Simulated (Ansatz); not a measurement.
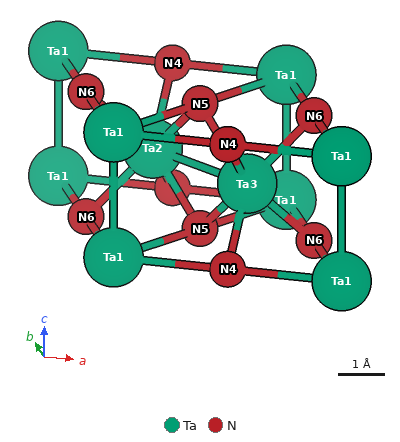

The structure as given in the input (ball-and-stick view of the cell of the calculation, seen at an oblique angle; atoms are numbered from 1 in the order of the input).

Run report: TaN, single-point calculation (part 1 of 4)

- system: TaN (6 atoms in the cell)
- method: DFT PBEsol+U, scalar-relativistic, plane waves, PAW, Ueff = 7 eV on Ta atom 1 d; Ueff = 7 eV on Ta atom 2 d; Ueff = 7 eV on Ta atom 3 d, spin-polarised (Ansatz 0.2.0)

The structure derives from an entry of the Crystallography Open Database. The run did not end well. It belongs to a series of runs on one base structure; here: site moments held. Figures and captions count atoms from 1; the log counts them from 0 in places.

## Input file
```yaml
crystal:
  lattice:
    - [5.1850002, 0.0, 0.0]
    - [-2.5925001, 4.49034189, 0.0]
    - [0.0, 0.0, 2.90800053]
  atoms:
    - { symbol: Ta, position: [0.0, 0.0, 0.0], spin: 0.29 }
    - { symbol: Ta, position: [0.3333333333, 0.6666666667, 0.5], spin: 0.6 }
    - { symbol: Ta, position: [0.6666666667, 0.3333333333, 0.5], spin: 0.6 }
    - { symbol: "N", position: [0.5, 0.0, 0.0] }
    - { symbol: "N", position: [0.5, 0.5, 0.0] }
    - { symbol: "N", position: [0.0, 0.5, 0.0] }
basis:
  ecutwfc: 420
  ecutrho_ratio: 4
kpoints:
  mp_grid: { grid: [4, 4, 7] }
hamiltonian:
  xc: pbesol
  hubbard:
    sites:
      - { site: 0, l: d, u_eff: 7.0 }
      - { site: 1, l: d, u_eff: 7.0 }
      - { site: 2, l: d, u_eff: 7.0 }
scf:
  occupations: { method: gaussian, width: 0.05 }
  lower_state_search: "off"
  max_iter: 150
output:
  forces: true
  stress: true
  eigenvalues: true
  populations: true
  hubbard: { sites: [{ site: 0, l: d }, { site: 1, l: d }, { site: 2, l: d }] }
magnetization:
  spin_polarized: true
  spin_locking: { lock_spins: true }
```

Launch command:
```bash
ansatz run input.yaml --threads 4 --pin off --max-ram 6144MiB --backend cpu --events-out ev --progress --plain --runs-dir out
```

## Log
```
Warning: output.stress: scf.convergence.dr2_threshold = 1e-7 eV (the SCF's general default) is looser than the 6e-10 eV advised for a printed stress (1e-10 eV for each atom of the cell: 6). What an SCF threshold leaves in a stress goes as its square root, and in the free energy as the threshold itself, and one threshold admits the most on a small cell: of the crystals measured, under no hybrid functional and no lock of the moments, on runs that ended without the residual-converged pass, on stresses that held no estimate of that error, the worst erred by over 100 MPa in a component at 1e-7 eV an atom and by under 5 at 1e-10. Set scf.convergence.dr2_threshold to 6e-10 eV or tighter. The threshold is an SCF's pass mark: one that does not reach it within its budget of iterations ends unconverged, or closes short of it on a stop that the run arms, and scf.convergence.dr2_threshold's page says what that costs each kind of run
Warning: output.stress: the lock of the moments that magnetization.spin_locking holds to the close lets an SCF meet its threshold on dr2 anywhere within the lock's freeze window, and the stress can move with the moments there: no threshold on dr2 bounds that. The window is the square root of the freeze energy over magnetization.spin_locking.lambda. Set magnetization.spin_locking.freeze_energy_tol to 1e-7 of magnetization.spin_locking.lambda or tighter (1e-7 eV at magnetization.spin_locking.lambda's default), and hold the SCF's own gates tight with it: the threshold on dr2 and, on a non-collinear run, whose gate on the magnetisation can be let go, scf.convergence.magnetization_residual_energy_tol, under 2e-7 eV over the cell's volume in cubic angstroms (a run under these bars is not thereby shown to hold its stress)
Ta: projections on atomic orbitals take those of the free atom [Kr 4d10 4f14] 5s2 5p6 5d3 6s2, of charge +0.00 (hamiltonian.pseudopotentials.projection_atoms); the dataset's partial waves leave at most 6.0e-5 of an orbital's norm unspanned inside its sphere
N: projections on atomic orbitals take those of the free atom [He] 2s2 2p3, of charge +0.00 (hamiltonian.pseudopotentials.projection_atoms); the dataset's partial waves leave at most 9.3e-9 of an orbital's norm unspanned inside its sphere
Engine: ansatz 0.2.0, aarch64-unknown-linux-gnu
Pseudopotentials: kind: paw
Pseudopotential: Ta, paw, valence charge 13, recommended cutoff 420 eV (normal), Ta.paw.azcp
Pseudopotential: N, paw, valence charge 5, recommended cutoff 420 eV (normal), N.paw.azcp
Functional definition: PBEsol
  exchange = pbesol_x
  correlation = pbesol_c
Crystal: 6 atoms, lattice volume = 67.705 Å³
Basis set: ecut = 420 eV, 1287 PW (Γ), exchange–correlation on 72×72×40 points (8 copies of the dense FFT grid, shifted against one another)
Bands: 34, of which v1, the nominal top of the filled ones, is band 27 counted from 1 (26 counted from 0)
Symmetry: 24 space group operations
Space group: P6/mmm (ITA 191), of the structure as read, at distance tolerance 4.1e-5 Å
Magnetic group: BNS 191.233 (UNI 1463), of the structure as read, at distance tolerance 4.1e-5 Å
k-points: 16 of 112
Non-local potential: Ta, projectors of the file, l = 0: 3, l = 1: 2, l = 2: 2, l = 3: 1
Non-local potential: N, projectors of the file, l = 0: 2, l = 1: 2, l = 2: 1
PAW form: soft (Blöchl's): semilocal exchange-correlation on the pseudo side does not see the compensation charge
PAW frozen core: Ta, regenerated for the run's functional, and the local potential with it (the file was generated under x = pbe(κ = 0.804, μ = 0.2195149727645171), c = pbe(β = 0.06672455060314922))
PAW frozen core: N, regenerated for the run's functional, and the local potential with it (the file was generated under x = pbe(κ = 0.804, μ = 0.2195149727645171), c = pbe(β = 0.06672455060314922))
PAW one-centre angular grid: Ta, 590 points (default); XC on 64 Gauss nodes
PAW one-centre angular grid: N, 110 points (default); XC on 64 Gauss nodes
Initial density: superposition of atomic densities (chi_scale 0.1, normalization cell, long waves kept (reshape's long-wave potential 0.02 eV rms))
Starting moments: Σ|m| = 1.49 μB on 3 of 6 sites
Initial wavefunctions: pseudopotential atomic-orbital guess
Functional: x = pbesol(κ = 0.804, μ = 0.12345679012345678), c = pbesol(β = 0.046)
SCF iter   1: F=-30532.090150 eV  HF=-30537.107125 eV  |F-HF|=5.02e0  |Δ(HF+E_count)|=         —  Δρ=5.36e-2 (↑5.13e-2 ↓5.36e-2)  dr2=7.52e0  dr2_m=1.78e-1  M=0.513 μB ∫|m|=0.929 μB  β_m=0.30  ethr=3.10e-3  ⟨swp⟩=5.9  Hψ=4463  notcnv=0
preconditioner: auto → Resta (q_TF=auto, 2.627 Å⁻¹)  ε∞=6.6  [insulator: Δε(μ)=0.061 eV  Ē_g=10.447 eV  σ=0.050 eV  W_gap=0.61  n_scr=26 (ndim 8)  ℏωp=24.7 eV  f_vac=0.000  D(μ)=1.52/eV (n_scr^D=6)  ε∞_Penn≈6.6]
spin=Collinear: Resta preconditioning applied to the charge; magnetization (m = ρ↑ − ρ↓) channel mixes plain (no charge-response kernel on spin).
SCF iter   2: F=-30534.944407 eV  HF=-30536.094274 eV  |F-HF|=1.15e0  |Δ(HF+E_count)|=    1.01e0  Δρ=3.21e-2 (↑3.04e-2 ↓3.21e-2)  dr2=2.47e0  dr2_m=8.43e-2  M=0.492 μB ∫|m|=0.988 μB  β_m=0.50  ethr=3.10e-3  ⟨swp⟩=2.5  Hψ=2003  notcnv=0  defer=58
SCF iter   3: F=-30536.189320 eV  HF=-30536.182573 eV  |F-HF|=6.75e-3  |Δ(HF+E_count)|=   8.83e-2  Δρ=1.05e-2 (↑1.05e-2 ↓9.92e-3)  dr2=2.03e-1  dr2_m=4.81e-3  M=0.617 μB ∫|m|=1.184 μB  β_m=0.68  ethr=3.10e-3  ⟨swp⟩=2.9  Hψ=1983  notcnv=0  defer=61
SCF iter   4: F=-30536.254185 eV  HF=-30536.258286 eV  |F-HF|=4.10e-3  |Δ(HF+E_count)|=   7.57e-2  Δρ=3.27e-3 (↑3.27e-3 ↓2.30e-3)  dr2=2.12e-2  dr2_m=8.21e-4  M=0.713 μB ∫|m|=1.303 μB  β_m=0.84  ethr=3.75e-4  ⟨swp⟩=3.1  Hψ=2073  notcnv=0  defer=55
SCF iter   5: F=-30536.243517 eV  HF=-30536.243979 eV  |F-HF|=4.62e-4  |Δ(HF+E_count)|=   1.43e-2  Δρ=1.52e-3 (↑1.52e-3 ↓9.45e-4)  dr2=4.60e-3  dr2_m=1.82e-4  M=0.734 μB ∫|m|=1.343 μB  β_m=0.92  ethr=3.92e-5  ⟨swp⟩=2.1  Hψ=2001  notcnv=0  defer=58
SCF iter   6: F=-30536.251940 eV  HF=-30536.250326 eV  |F-HF|=1.61e-3  |Δ(HF+E_count)|=   6.35e-3  Δρ=9.62e-4 (↑9.62e-4 ↓3.69e-4)  dr2=7.41e-4  dr2_m=1.40e-4  M=0.733 μB ∫|m|=1.344 μB  β_m=0.96  ethr=8.51e-6  ⟨swp⟩=2.1  Hψ=1739  notcnv=0  defer=58
SCF iter   7: F=-30536.260675 eV  HF=-30536.257908 eV  |F-HF|=2.77e-3  |Δ(HF+E_count)|=   7.58e-3  Δρ=1.22e-3 (↑1.22e-3 ↓1.82e-4)  dr2=3.89e-4  dr2_m=2.50e-4  M=0.727 μB ∫|m|=1.331 μB  β_m=0.98  ethr=1.37e-6  ⟨swp⟩=2.2  Hψ=1663  notcnv=0  defer=58
SCF iter   8: F=-30536.268613 eV  HF=-30536.263673 eV  |F-HF|=4.94e-3  |Δ(HF+E_count)|=   5.76e-3  Δρ=1.73e-3 (↑1.73e-3 ↓1.42e-4)  dr2=1.20e-3  dr2_m=5.04e-4  M=0.725 μB ∫|m|=1.321 μB  β_m=0.99  ethr=7.21e-7  ⟨swp⟩=2.0  Hψ=1506  notcnv=0  defer=58
SCF iter   9: F=-30536.253747 eV  HF=-30536.252317 eV  |F-HF|=1.43e-3  |Δ(HF+E_count)|=   1.14e-2  Δρ=1.13e-3 (↑1.13e-3 ↓1.06e-4)  dr2=1.01e-3  dr2_m=2.09e-4  M=0.729 μB ∫|m|=1.341 μB  β_m=0.99  ethr=7.21e-7  ⟨swp⟩=2.3  Hψ=1838  notcnv=0  defer=58
SCF iter  10: F=-30536.246174 eV  HF=-30536.245371 eV  |F-HF|=8.03e-4  |Δ(HF+E_count)|=   6.95e-3  Δρ=1.20e-3 (↑1.20e-3 ↓7.82e-5)  dr2=1.55e-3  dr2_m=2.27e-4  M=0.735 μB ∫|m|=1.357 μB  β_m=1.00  ethr=7.21e-7  ⟨swp⟩=2.1  Hψ=1642  notcnv=0  defer=58
SCF iter  11: F=-30536.250886 eV  HF=-30536.249810 eV  |F-HF|=1.08e-3  |Δ(HF+E_count)|=   4.44e-3  Δρ=1.32e-3 (↑1.32e-3 ↓6.08e-5)  dr2=1.81e-3  dr2_m=2.73e-4  M=0.732 μB ∫|m|=1.346 μB  β_m=1.00  ethr=7.21e-7  ⟨swp⟩=2.1  Hψ=1497  notcnv=0  defer=58
SCF iter  12: F=-30536.248429 eV  HF=-30536.247503 eV  |F-HF|=9.26e-4  |Δ(HF+E_count)|=   2.31e-3  Δρ=1.24e-3 (↑1.24e-3 ↓6.84e-5)  dr2=1.62e-3  dr2_m=2.37e-4  M=0.734 μB ∫|m|=1.353 μB  β_m=0.21  ethr=7.21e-7  ⟨swp⟩=2.0  Hψ=1372  notcnv=0  defer=58
SCF iter  13: F=-30536.248066 eV  HF=-30536.247256 eV  |F-HF|=8.10e-4  |Δ(HF+E_count)|=   2.47e-4  Δρ=1.12e-3 (↑1.12e-3 ↓1.18e-4)  dr2=1.26e-3  dr2_m=1.97e-4  M=0.736 μB ∫|m|=1.358 μB  β_m=0.64  ethr=7.21e-7  ⟨swp⟩=2.0  Hψ=1410  notcnv=0  defer=56
SCF iter  14: F=-30536.245013 eV  HF=-30536.244314 eV  |F-HF|=6.99e-4  |Δ(HF+E_count)|=   2.94e-3  Δρ=1.08e-3 (↑1.08e-3 ↓4.99e-5)  dr2=1.21e-3  dr2_m=1.87e-4  M=0.736 μB ∫|m|=1.361 μB  β_m=0.58  ethr=7.21e-7  ⟨swp⟩=1.7  Hψ=1150  notcnv=0  defer=56
SCF iter  15: F=-30536.242215 eV  HF=-30536.241803 eV  |F-HF|=4.12e-4  |Δ(HF+E_count)|=   2.51e-3  Δρ=8.55e-4 (↑8.55e-4 ↓5.13e-5)  dr2=7.73e-4  dr2_m=1.22e-4  M=0.736 μB ∫|m|=1.364 μB  β_m=0.91  ethr=7.21e-7  ⟨swp⟩=2.1  Hψ=1448  notcnv=0  defer=56
SCF iter  16: F=-30536.245376 eV  HF=-30536.244601 eV  |F-HF|=7.76e-4  |Δ(HF+E_count)|=   2.80e-3  Δρ=9.39e-4 (↑9.39e-4 ↓5.69e-5)  dr2=7.87e-4  dr2_m=1.48e-4  M=0.736 μB ∫|m|=1.361 μB  β_m=0.21  ethr=7.21e-7  ⟨swp⟩=1.7  Hψ=1232  notcnv=0  defer=56
SCF iter  17: F=-30536.250006 eV  HF=-30536.249045 eV  |F-HF|=9.61e-4  |Δ(HF+E_count)|=   4.44e-3  Δρ=6.84e-4 (↑6.84e-4 ↓3.00e-4)  dr2=1.70e-4  dr2_m=1.02e-4  M=0.734 μB ∫|m|=1.352 μB  β_m=0.53  ethr=7.21e-7  ⟨swp⟩=2.2  Hψ=1669  notcnv=0  defer=56
SCF iter  18: F=-30536.245832 eV  HF=-30536.245433 eV  |F-HF|=3.99e-4  |Δ(HF+E_count)|=   3.61e-3  Δρ=4.63e-4 (↑4.63e-4 ↓1.99e-4)  dr2=6.67e-5  dr2_m=5.23e-5  M=0.735 μB ∫|m|=1.360 μB  β_m=0.99  ethr=3.15e-7  ⟨swp⟩=2.3  Hψ=1827  notcnv=0  defer=56
SCF iter  19: F=-30536.241886 eV  HF=-30536.241307 eV  |F-HF|=5.80e-4  |Δ(HF+E_count)|=   4.13e-3  Δρ=6.82e-4 (↑6.82e-4 ↓4.92e-5)  dr2=4.26e-4  dr2_m=7.14e-5  M=0.733 μB ∫|m|=1.364 μB  β_m=0.99  ethr=1.24e-7  ⟨swp⟩=2.9  Hψ=2115  notcnv=0  defer=56  recentre
SCF iter  20: F=-30536.241792 eV  HF=-30536.241186 eV  |F-HF|=6.06e-4  |Δ(HF+E_count)|=   1.21e-4  Δρ=7.15e-4 (↑7.15e-4 ↓4.91e-5)  dr2=4.84e-4  dr2_m=7.88e-5  M=0.733 μB ∫|m|=1.364 μB  β_m=1.00  ethr=1.24e-7  ⟨swp⟩=1.5  Hψ=1166  notcnv=0  defer=54
SCF iter  21: F=-30536.239923 eV  HF=-30536.239139 eV  |F-HF|=7.84e-4  |Δ(HF+E_count)|=   2.05e-3  Δρ=7.48e-4 (↑7.48e-4 ↓2.92e-5)  dr2=4.54e-4  dr2_m=8.21e-5  M=0.734 μB ∫|m|=1.365 μB  β_m=1.00  ethr=1.24e-7  ⟨swp⟩=2.5  Hψ=1971  notcnv=0  defer=54
SCF iter  22: F=-30536.243542 eV  HF=-30536.243109 eV  |F-HF|=4.33e-4  |Δ(HF+E_count)|=   3.97e-3  Δρ=5.68e-4 (↑5.68e-4 ↓3.32e-5)  dr2=2.82e-4  dr2_m=4.69e-5  M=0.734 μB ∫|m|=1.362 μB  β_m=0.10  ethr=1.24e-7  ⟨swp⟩=2.5  Hψ=1993  notcnv=0  defer=54
SCF iter  23: F=-30536.244498 eV  HF=-30536.244130 eV  |F-HF|=3.67e-4  |Δ(HF+E_count)|=   1.02e-3  Δρ=4.80e-4 (↑4.80e-4 ↓8.42e-5)  dr2=1.93e-4  dr2_m=2.91e-5  M=0.735 μB ∫|m|=1.363 μB  β_m=0.43  ethr=1.24e-7  ⟨swp⟩=2.1  Hψ=1577  notcnv=0  defer=54
SCF iter  24: F=-30536.254478 eV  HF=-30536.253511 eV  |F-HF|=9.66e-4  |Δ(HF+E_count)|=   9.38e-3  Δρ=7.22e-4 (↑7.22e-4 ↓8.78e-5)  dr2=3.10e-4  dr2_m=8.81e-5  M=0.737 μB ∫|m|=1.354 μB  β_m=0.10  ethr=1.24e-7  ⟨swp⟩=3.2  Hψ=2272  notcnv=0  defer=54
SCF iter  25: F=-30536.264541 eV  HF=-30536.262997 eV  |F-HF|=1.54e-3  |Δ(HF+E_count)|=   9.49e-3  Δρ=9.99e-4 (↑9.99e-4 ↓1.03e-4)  dr2=7.15e-4  dr2_m=1.67e-4  M=0.726 μB ∫|m|=1.335 μB  β_m=0.35  ethr=1.24e-7  ⟨swp⟩=2.8  Hψ=2141  notcnv=0  defer=54
SCF iter  26: F=-30536.266627 eV  HF=-30536.264576 eV  |F-HF|=2.05e-3  |Δ(HF+E_count)|=   1.58e-3  Δρ=1.09e-3 (↑1.09e-3 ↓1.16e-4)  dr2=7.42e-4  dr2_m=1.95e-4  M=0.724 μB ∫|m|=1.330 μB  β_m=0.67  ethr=1.24e-7  ⟨swp⟩=2.0  Hψ=1603  notcnv=0  defer=54
SCF iter  27: F=-30536.267084 eV  HF=-30536.264863 eV  |F-HF|=2.22e-3  |Δ(HF+E_count)|=   2.86e-4  Δρ=1.12e-3 (↑1.12e-3 ↓1.31e-4)  dr2=7.76e-4  dr2_m=2.05e-4  M=0.724 μB ∫|m|=1.330 μB  β_m=0.59  ethr=1.24e-7  ⟨swp⟩=2.0  Hψ=1298  notcnv=0  defer=54
SCF iter  28: F=-30536.258912 eV  HF=-30536.257476 eV  |F-HF|=1.44e-3  |Δ(HF+E_count)|=   7.39e-3  Δρ=9.26e-4 (↑9.26e-4 ↓3.70e-5)  dr2=5.94e-4  dr2_m=1.32e-4  M=0.738 μB ∫|m|=1.350 μB  β_m=0.92  ethr=1.24e-7  ⟨swp⟩=2.8  Hψ=2076  notcnv=0  defer=54
SCF iter  29: F=-30536.254642 eV  HF=-30536.253607 eV  |F-HF|=1.04e-3  |Δ(HF+E_count)|=   3.87e-3  Δρ=7.85e-4 (↑7.85e-4 ↓3.06e-5)  dr2=4.27e-4  dr2_m=9.30e-5  M=0.739 μB ∫|m|=1.356 μB  β_m=0.82  ethr=1.24e-7  ⟨swp⟩=2.4  Hψ=1940  notcnv=0  defer=54
SCF iter  30: F=-30536.249878 eV  HF=-30536.249298 eV  |F-HF|=5.80e-4  |Δ(HF+E_count)|=   4.31e-3  Δρ=5.94e-4 (↑5.94e-4 ↓3.84e-5)  dr2=2.22e-4  dr2_m=5.57e-5  M=0.737 μB ∫|m|=1.362 μB  β_m=0.35  ethr=1.24e-7  ⟨swp⟩=2.4  Hψ=2019  notcnv=0  defer=54
SCF iter  31: F=-30536.246215 eV  HF=-30536.245430 eV  |F-HF|=7.85e-4  |Δ(HF+E_count)|=   3.87e-3  Δρ=7.38e-4 (↑7.38e-4 ↓1.39e-4)  dr2=3.81e-4  dr2_m=1.07e-4  M=0.732 μB ∫|m|=1.360 μB  β_m=0.56  ethr=1.24e-7  ⟨swp⟩=2.6  Hψ=2039  notcnv=0  defer=54
SCF iter  32: F=-30536.246373 eV  HF=-30536.245710 eV  |F-HF|=6.62e-4  |Δ(HF+E_count)|=   2.80e-4  Δρ=6.68e-4 (↑6.68e-4 ↓8.27e-5)  dr2=3.26e-4  dr2_m=6.60e-5  M=0.734 μB ∫|m|=1.363 μB  β_m=0.44  ethr=1.24e-7  ⟨swp⟩=2.0  Hψ=1676  notcnv=0  defer=54
SCF iter  33: F=-30536.242359 eV  HF=-30536.241285 eV  |F-HF|=1.07e-3  |Δ(HF+E_count)|=   4.43e-3  Δρ=9.30e-4 (↑9.30e-4 ↓1.45e-4)  dr2=7.40e-4  dr2_m=1.30e-4  M=0.732 μB ∫|m|=1.365 μB  β_m=0.89  ethr=1.24e-7  ⟨swp⟩=2.5  Hψ=1945  notcnv=0  defer=54
SCF iter  34: F=-30536.243145 eV  HF=-30536.242156 eV  |F-HF|=9.89e-4  |Δ(HF+E_count)|=   8.71e-4  Δρ=9.17e-4 (↑9.17e-4 ↓1.20e-4)  dr2=7.48e-4  dr2_m=1.36e-4  M=0.732 μB ∫|m|=1.364 μB  β_m=0.83  ethr=1.24e-7  ⟨swp⟩=1.9  Hψ=1350  notcnv=0  defer=54
SCF iter  35: F=-30536.243434 eV  HF=-30536.242498 eV  |F-HF|=9.36e-4  |Δ(HF+E_count)|=   3.42e-4  Δρ=9.57e-4 (↑9.57e-4 ↓1.06e-4)  dr2=9.19e-4  dr2_m=1.43e-4  M=0.732 μB ∫|m|=1.363 μB  β_m=0.10  ethr=1.24e-7  ⟨swp⟩=2.0  Hψ=1148  notcnv=0  defer=54
SCF iter  36: F=-30536.245157 eV  HF=-30536.244286 eV  |F-HF|=8.71e-4  |Δ(HF+E_count)|=   1.79e-3  Δρ=8.93e-4 (↑8.93e-4 ↓9.04e-5)  dr2=7.59e-4  dr2_m=1.26e-4  M=0.732 μB ∫|m|=1.362 μB  β_m=0.12  ethr=1.24e-7  ⟨swp⟩=2.0  Hψ=1487  notcnv=0  defer=54
SCF iter  37: F=-30536.249457 eV  HF=-30536.248961 eV  |F-HF|=4.96e-4  |Δ(HF+E_count)|=   4.68e-3  Δρ=7.46e-4 (↑7.46e-4 ↓6.89e-5)  dr2=6.12e-4  dr2_m=8.73e-5  M=0.734 μB ∫|m|=1.361 μB  β_m=0.05  ethr=1.24e-7  ⟨swp⟩=2.4  Hψ=2021  notcnv=0  defer=54
SCF iter  38: F=-30536.250999 eV  HF=-30536.250370 eV  |F-HF|=6.29e-4  |Δ(HF+E_count)|=   1.41e-3  Δρ=5.74e-4 (↑5.74e-4 ↓1.13e-4)  dr2=1.40e-4  dr2_m=6.55e-5  M=0.738 μB ∫|m|=1.359 μB  β_m=0.63  ethr=1.24e-7  ⟨swp⟩=2.8  Hψ=2001  notcnv=0  defer=54
SCF iter  39: F=-30536.263065 eV  HF=-30536.261844 eV  |F-HF|=1.22e-3  |Δ(HF+E_count)|=   1.15e-2  Δρ=1.13e-3 (↑1.13e-3 ↓8.40e-5)  dr2=1.37e-3  dr2_m=1.99e-4  M=0.735 μB ∫|m|=1.345 μB  β_m=0.24  ethr=1.24e-7  ⟨swp⟩=3.0  Hψ=2275  notcnv=0  defer=54  recentre
SCF iter  40: F=-30536.261144 eV  HF=-30536.260158 eV  |F-HF|=9.86e-4  |Δ(HF+E_count)|=   1.69e-3  Δρ=1.05e-3 (↑1.05e-3 ↓1.56e-4)  dr2=1.27e-3  dr2_m=1.65e-4  M=0.738 μB ∫|m|=1.349 μB  β_m=0.45  ethr=1.24e-7  ⟨swp⟩=2.1  Hψ=1739  notcnv=0  defer=54
SCF iter  41: F=-30536.272468 eV  HF=-30536.270044 eV  |F-HF|=2.42e-3  |Δ(HF+E_count)|=   9.89e-3  Δρ=1.41e-3 (↑1.41e-3 ↓1.06e-4)  dr2=1.72e-3  dr2_m=3.38e-4  M=0.721 μB ∫|m|=1.322 μB  β_m=0.30  ethr=1.24e-7  ⟨swp⟩=3.0  Hψ=2208  notcnv=0  defer=54
SCF iter  42: F=-30536.259722 eV  HF=-30536.258864 eV  |F-HF|=8.57e-4  |Δ(HF+E_count)|=   1.12e-2  Δρ=1.03e-3 (↑1.03e-3 ↓2.21e-4)  dr2=1.19e-3  dr2_m=2.11e-4  M=0.737 μB ∫|m|=1.352 μB  β_m=0.28  ethr=1.24e-7  ⟨swp⟩=3.1  Hψ=2266  notcnv=0  defer=54
SCF iter  43: F=-30536.281421 eV  HF=-30536.276035 eV  |F-HF|=5.39e-3  |Δ(HF+E_count)|=   1.72e-2  Δρ=1.79e-3 (↑1.79e-3 ↓1.34e-4)  dr2=1.95e-3  dr2_m=5.20e-4  M=0.717 μB ∫|m|=1.311 μB  β_m=0.32  ethr=1.24e-7  ⟨swp⟩=3.2  Hψ=2498  notcnv=0  defer=55  recentre
SCF iter  44: F=-30536.259697 eV  HF=-30536.258147 eV  |F-HF|=1.55e-3  |Δ(HF+E_count)|=   1.79e-2  Δρ=9.25e-4 (↑9.25e-4 ↓1.80e-4)  dr2=3.90e-4  dr2_m=1.45e-4  M=0.733 μB ∫|m|=1.344 μB  β_m=0.28  ethr=1.24e-7  ⟨swp⟩=3.3  Hψ=2406  notcnv=0  defer=55
SCF iter  45: F=-30536.247585 eV  HF=-30536.246774 eV  |F-HF|=8.11e-4  |Δ(HF+E_count)|=   1.14e-2  Δρ=6.50e-4 (↑6.50e-4 ↓2.17e-4)  dr2=1.73e-4  dr2_m=6.71e-5  M=0.739 μB ∫|m|=1.359 μB  β_m=0.64  ethr=1.24e-7  ⟨swp⟩=3.0  Hψ=2208  notcnv=0  defer=55
```
